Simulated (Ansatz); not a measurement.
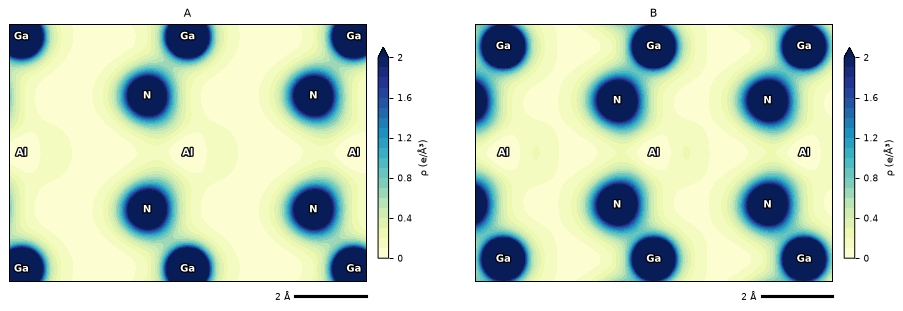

AlGa₃N₄. The valence charge density (pseudo) of two cells that differ in size and shape, on the (011) plane of each (indices in the axes of the calculation cell), at one length scale and on one colour scale: A has 12.6 Å³ an atom and B 9.6.

A structure from a database of computed crystals, not necessarily the ambient phase.

Level of theory: Ansatz 0.2.0, DFT PBEsol, scalar-relativistic, plane waves, PAW.

Core electrons are frozen (PAW), and the valence fields are smoothed inside the atomic spheres.

The larger cell:

```yaml
crystal:
  lattice:
    - [4.69101, 0.00000, 0.00000]
    - [0.00000, 4.69101, 0.00000]
    - [0.00000, 0.00000, 4.57932]
  atoms:
    - { symbol: Al, position: [0.00000, 0.00000, 0.00000] }
    - { symbol: Ga, position: [0.50000, 0.50000, 0.00000] }
    - { symbol: Ga, position: [0.50000, 0.00000, 0.50000] }
    - { symbol: Ga, position: [0.00000, 0.50000, 0.50000] }
    - { symbol: N, position: [0.75503, 0.75503, 0.24497] }
    - { symbol: N, position: [0.75503, 0.24497, 0.75503] }
    - { symbol: N, position: [0.24497, 0.75503, 0.75503] }
    - { symbol: N, position: [0.24497, 0.24497, 0.24497] }
```

The smaller cell: a = 4.244 Å, b = 4.244 Å, c = 4.244 Å, α = 90.00°, β = 90.00°, γ = 90.00°.

What does the compression do to the bonding and the properties?

From the larger cell to the smaller, Ga–N goes from 2.03 to 1.85 Å, and the density at its midpoint from 0.64 to 0.9 e/Å³; Al–N goes from 1.97 to 1.80 Å, and the density at its midpoint from 0.6 to 0.81 e/Å³; the pressure goes from −18 to 41 GPa; the Kohn–Sham gap goes from 1.4 eV to 3.4 eV.
